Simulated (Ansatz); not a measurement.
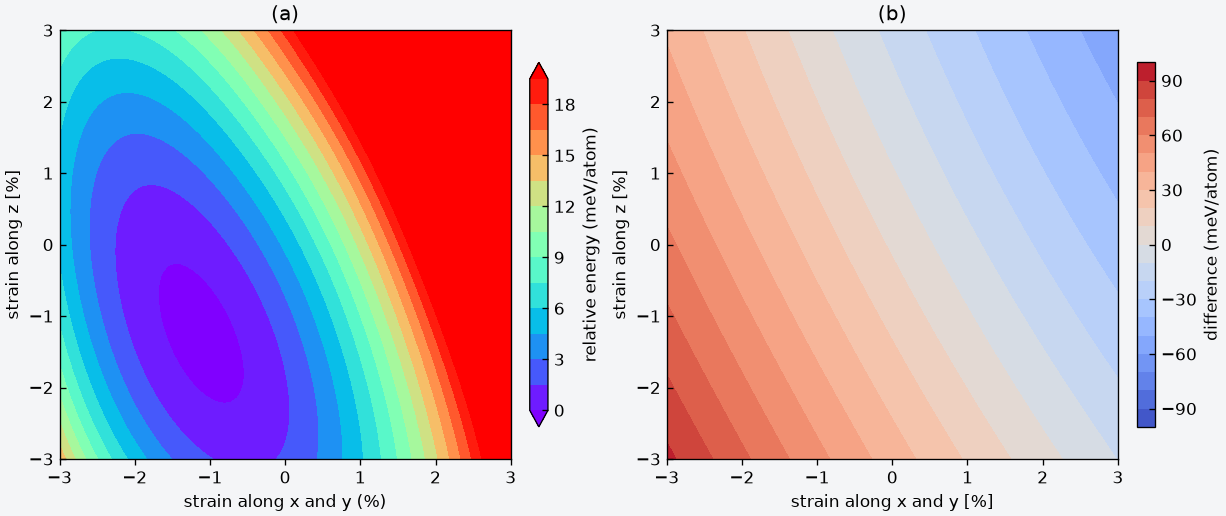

Ge (Imma, No. 74; 2 atoms in the cell). 
- The cell is strained homogeneously, by one strain along x and y and another along z, with fractional coordinates fixed (x along [1 0 0], z along [0 0 1] of the conventional cell).
- Coordinates scanned: (1) strain along x and y; (2) strain along z.
- The scan uses a 5 × 5 grid.
- Points are written as (first, second).
- Energies are in meV/atom, from each map's own lowest point.
- The reference cell is the one listed in the database, not relaxed at this level.
- Level of theory: DFT PBEsol, scalar-relativistic, plane waves, PAW in Ansatz 0.2.0. Settings: cutoff 420 eV, k-mesh 20×20×20, gaussian smearing 0.15 eV, no spin polarisation.

Panel (a): Ansatz, DFT PBEsol, scalar-relativistic, plane waves, PAW. Panel (b): the map at DFT PBE, scalar-relativistic, plane waves, PAW (Ansatz 0.2.0) less the map of (a), each from its own lowest point.

**How does the change of method alter the landscape?**

The difference runs from −56.8 meV/atom at (3.0 %, 3.0 %) to 92.6 meV/atom at (−3.0 %, −3.0 %). The interpolated minimum moves from −1.11 to 1.84 % in strain along x and y and −1.26 to 1.84 % in strain along z.
